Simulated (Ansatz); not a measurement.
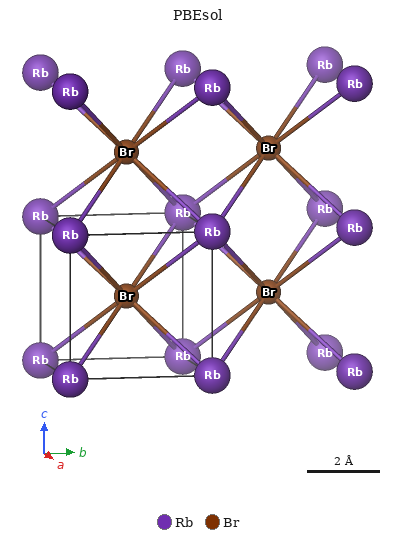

Solid RbBr (set up in Pm-3m), relaxed (cell and atoms) with several functionals. The picture shows the result with PBEsol. A ball-and-stick model of the cell of the calculation, repeated 1 × 2 × 2 with one cell outlined, seen slightly off an axis.

Computed with Ansatz 0.2.0: Ansatz PAW. Set-up: plane-wave cutoff 420 eV; k-point mesh 7 × 7 × 7; occupations fermi-dirac; smearing width 0.05 eV; no spin polarisation; cell and atoms relaxed; force threshold 0.01 eV/Å.

```
functional  volume (Å³/atom)  a (Å)
    PBEsol            33.712  4.070
    r2SCAN                 ?      ?
       LDA            31.225  3.967
       PBE            36.856  4.193
```

### Fill in the missing row.

With r2SCAN the volume falls between PBEsol (33.712) and PBE (36.856). The calculation gives 35.122 Å³/atom (a = 4.126 Å). In order of volume: LDA < PBEsol < r2SCAN < PBE; the spread is 18.0 %.
